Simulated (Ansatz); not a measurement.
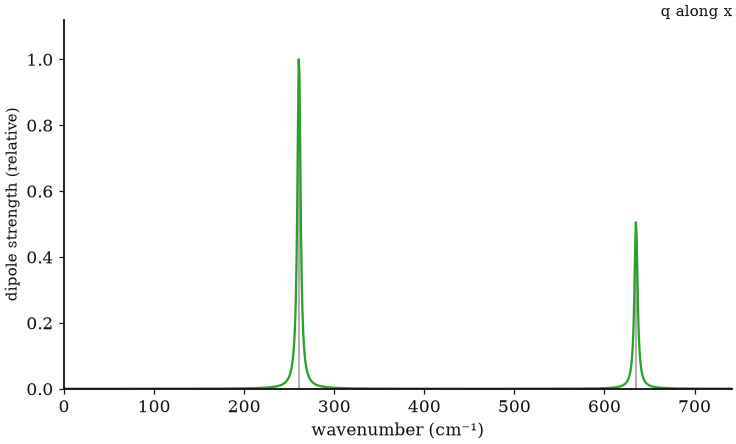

The figure shows the polar optical modes, transverse and longitudinal, approaching the zone centre along x for HfO₂, space group Fm-3m (No. 225). Lines are broadened by Lorentzians of 4.2 cm⁻¹ full width; the spectrum is scaled to its strongest line.

Structure:
```xyz
3
Lattice="0.0000 2.5113 2.5113 2.5113 0.0000 2.5113 2.5113 2.5113 0.0000" Properties=species:S:1:pos:R:3 pbc="T T T"
Hf    0.0000    0.0000    0.0000
O     1.2557    1.2557    1.2557
O     3.7670    3.7670    3.7670
```

Method: optical phonons of an insulator on the approach to the zone centre along x, y and z with the field of polar modes, imaginary frequencies are negative, field response on a mesh refined by the program; plane waves with PAW datasets (Ansatz 0.2.0). Level: PBE, no spin polarisation.

- wave cutoff: 420 eV
- k mesh: 8×8×8
- occupations: fixed
- pressure: 12 GPa

> Which of the stronger lines are transverse and which longitudinal?

The transverse (TO, twofold) lines lie at 260.8 and the longitudinal (LO) ones at 635.0 cm⁻¹, the same along x, y and z by the cubic symmetry.

The computed values:

```json
{"at": "x", "frequency (cm⁻¹)": "260.8", "degeneracy": "2", "dipole strength ((D/Å)²/amu)": "52.6"}
{"at": "x", "frequency (cm⁻¹)": "601.4", "degeneracy": "3", "dipole strength ((D/Å)²/amu)": "0"}
{"at": "x", "frequency (cm⁻¹)": "635.0", "degeneracy": "1", "dipole strength ((D/Å)²/amu)": "26.3"}
```
